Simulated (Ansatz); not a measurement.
A series of calculations on WC and related structures

### Relaxation

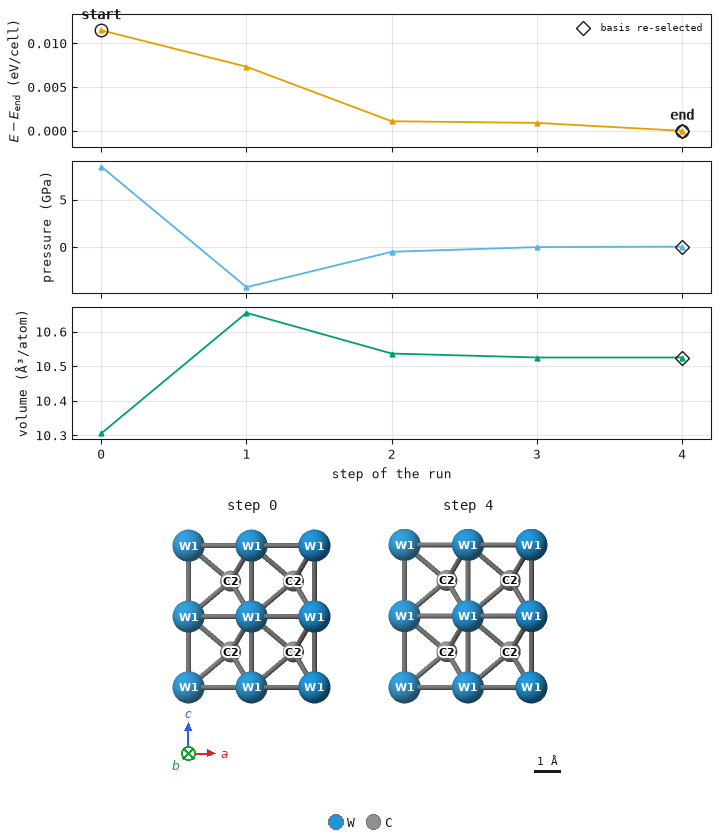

First and last geometry of a relaxation of crystalline WC (set up in P-6m2) (coarse preliminary run), with the history of the run. The picture is a ball-and-stick view of the cell of the calculation, repeated 2 × 1 × 2 with one cell outlined, seen along the b axis.

Level of theory: DFT PBE, scalar-relativistic, plane waves, PAW (Ansatz 0.2.0).

Input file:
```yaml
crystal:
  lattice:
    - [2.900501436, 0.0, 0.0]
    - [-1.450250718, 2.5119079273, 0.0]
    - [0.0, 0.0, 2.829]
  atoms:
    - { symbol: W, position: [0.0, 0.0, 0.0] }
    - { symbol: C, position: [0.6666666667, 0.3333333333, 0.5] }
basis:
  ecutwfc: 420
kpoints:
  mp_grid: { grid: [6, 6, 8] }
hamiltonian:
  xc: pbe
scf:
  occupations: { method: gaussian, width: 0.1 }
output:
  forces: true
  stress: true
  eigenvalues: true
relax:
  adjacent_minimum: "off"
  f_tol: 0.05
  max_steps: 80
  cell: { stress_tol: 0.5 }
```

Command:
```bash
ansatz run input.yaml --threads 1 --pin off --max-ram 2560MiB --backend cpu --events-out ev --progress --plain --runs-dir out
```

Question: Did the run converge, and what did it change?

Answer: It converged. Over 3 accepted moves (4 points after the start) the energy falls by 11.5 meV per cell of the calculation. All forces vanish by symmetry, so only the cell relaxes. The pressure goes from 8.50 to 0.05 GPa. The SCF was repeated once at an unchanged geometry on a basis and grid sized afresh for the cell, which shifted the energy by 0.9 meV per cell of the calculation at most. The atoms keep their places relative to the cell (all moves are under 0.005 Å). The volume changes by +2.1 %, with a = b 2.901 → 2.923 Å (+0.8 %), c 2.829 → 2.846 Å (+0.6 %). Among the contacts that change: W1–W1 2.901 → 2.923 Å, W1–W1 (another image) 2.829 → 2.846 Å, W1–C2 2.192 → 2.207 Å. The space group stays P-6m2 (No. 187). The run took 14 s on 1 thread of Intel(R) Xeon(R) Processor @ 2.50GHz (Skylake/Cascade Lake) (shared host), peak memory 0.31 GiB.

### Relaxation

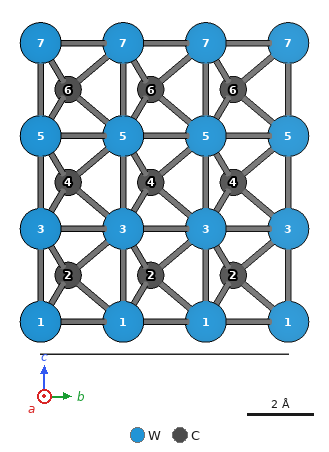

This is the input geometry for a relaxation of a slab of composition W$_{4}$C$_{3}$ (cut from the P-6m2 phase). The picture is a ball-and-stick view of the 2 × 3 repeat of the cell, outlined in the plane, without the vacuum, seen along the a axis.

Case: (0 0 1) slab, atoms relaxed. The slab is the (0 0 1) face of WC.

Level of theory: DFT PBE, scalar-relativistic, plane waves, PAW (Ansatz).

Input
```yaml
crystal:
  lattice:
    - [2.9217716511, 0.0, 0.0]
    - [-1.4608858255, 2.5303284739, 0.0]
    - [0.0, 0.0, 23.5412276491]
  atoms:
    - { symbol: W, position: [0.0, 0.0, 0.318590012] }
    - { symbol: C, position: [0.6666666667, 0.3333333333, 0.379060008] }
    - { symbol: W, position: [0.0, 0.0, 0.439530004] }
    - { symbol: C, position: [0.6666666667, 0.3333333333, 0.5] }
    - { symbol: W, position: [0.0, 0.0, 0.560469996] }
    - { symbol: C, position: [0.6666666667, 0.3333333333, 0.620939992] }
    - { symbol: W, position: [0.0, 0.0, 0.681409988] }
basis:
  ecutwfc: 420
kpoints:
  mp_grid: { grid: [12, 12, 1] }
hamiltonian:
  xc: pbe
scf:
  occupations: { method: gaussian, width: 0.1 }
output:
  forces: true
  eigenvalues: true
relax:
  adjacent_minimum: "off"
  f_tol: 0.02
  max_steps: 60
efield:
  axis: 3
  dipole_correction: true
  ramp_width: 0.04
```

Launched with:
```bash
ansatz run input.yaml --threads 1 --pin off --max-ram 2560MiB --backend cpu --events-out ev --progress --plain --runs-dir out
```

Predict the outcome.

Answer. After 4 geometry steps the energy has fallen by 67.8 meV per cell of the calculation. Largest force component: 1.1 eV/Å at the start, 0.00027 eV/Å at the end. The largest moves relative to the layer's centre, 0.046 Å, are those of W1 and W7. W1 goes along the normal (+c). By element the largest moves are W 0.046 Å, C 0.020 Å. The cell doesn't change. Some distances before and after: W1–W3 2.847 → 2.800 Å, C6–W7 2.207 → 2.166 Å, C2–W3 2.207 → 2.219 Å.

### A change

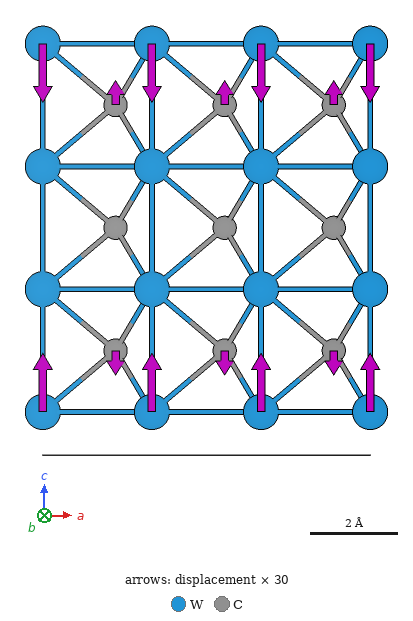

A (0 0 1) slab of WC as cut from the relaxed bulk. The purple arrows show how the atoms are displaced, magnified 30 times. Style: ball-and-stick. Shown: the 3 × 3 repeat of the cell, outlined in the plane, without the vacuum, along the b axis.

Level of theory: DFT PBE, scalar-relativistic, plane waves, PAW in Ansatz. Set-up: plane-wave cutoff 420 eV; occupations gaussian; smearing width 0.1 eV; no spin polarisation. The k-mesh is chosen for each cell (12×12×12, 12×12×1).

> Describe the change and its computed effect.

The atoms of the slab are relaxed at the bulk's in-plane cell. The slab isn't stoichiometric; relaxing it gains 0.074 J/m². The top spacing, between the W and C planes, goes from 1.42 to 1.36 Å (−4.6 %), the bottom one (W to C) from 1.42 to 1.36 Å (−4.6 %). The work function of the top face goes from 4.89 to 4.91 eV. The lattice vectors keep their values. The largest moves relative to the layer's centre, 0.046 Å, are those of W atoms. By element the largest moves are W 0.046 Å, C 0.020 Å. Some distances before and after: W–W 2.847 → 2.800 to 2.850 Å, C–W 2.207 → 2.166 to 2.219 Å.
